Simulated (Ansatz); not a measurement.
Ti (P6/mmm, No. 191): the geometry relaxed with DFT, PBEsol, plane waves (420 eV) with PAW, scalar-relativistic in Ansatz 0.2.0; the starting structure was generated, so it need not be a known form of this composition.

```xyz
3
Lattice="4.5161 0.0000 0.0000 -2.2581 3.9111 0.0000 0.0000 0.0000 2.7991" Properties=species:S:1:pos:R:3 pbc="T T T"
Ti    0.0000    0.0000    0.0000
Ti    0.0000    2.6074    1.3995
Ti    2.2581    1.3037    1.3995
```

**What will a map of the projected electrostatic potential along [100] show? Computed as the sum of neutral-atom potentials (tabulated electron scattering factors, B = 0.5 Å²) projected along the beam and smoothed by 0.25 Å; brighter is more positive.**

The columns repeat on a rectangular net of 2.80 × 3.91 Å (plane group p2mm). All columns are alike (Ti). The shortest distance between visible columns is 1.30 Å in projection. Along the beam the structure repeats every 4.52 Å.

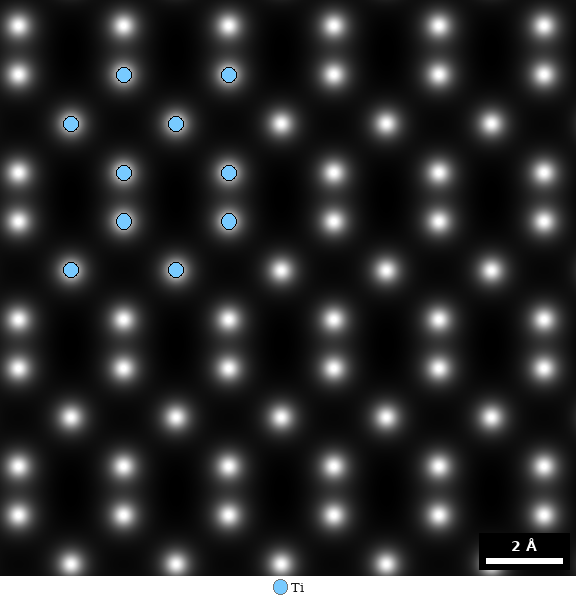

The simulated image, with the columns of the model marked in one corner.

**What mean inner potential do neutral atoms give for this crystal?**

About 25 V (the sum of the forward scattering factors over the cell volume; bonding usually lowers the true value).
